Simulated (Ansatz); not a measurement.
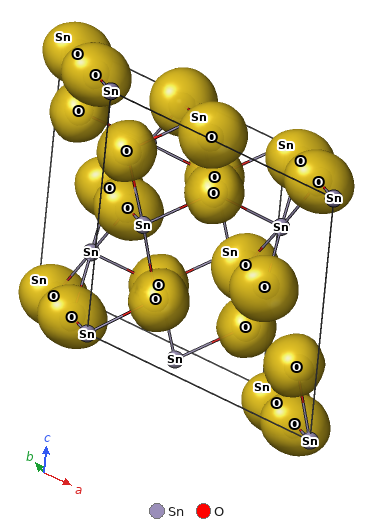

Figure. Sn7O16 (cell charge −1, with a compensating background) (cell with a defect). Isosurface of the ELF at 0.7 (yellow), seen slightly off an axis. Core shells and regions of very low density are left out. Sticks mark near contacts.

Spin-polarised.

Method: DFT PBEsol, scalar-relativistic, plane waves, PAW in Ansatz.

### Identify the bonds, lone pairs and shells in this picture.

At this value the surface marks out 16 regions wrapped around O (the valence shell of each), counted in one cell of 23 atoms. Regions shared between cells count once. Profiles from the grid: Sn–O (2.00 Å): the ELF peaks at about 0.80 in the valence shell of O, 0.6 Å from its nucleus, and is about 0.25 at the midpoint; no shared electron pair shows on this line. Sn–O (2.05 Å): the ELF peaks at about 0.80 in the valence shell of O, 0.6 Å from its nucleus, and is about 0.25 at the midpoint; no shared electron pair shows on this line.
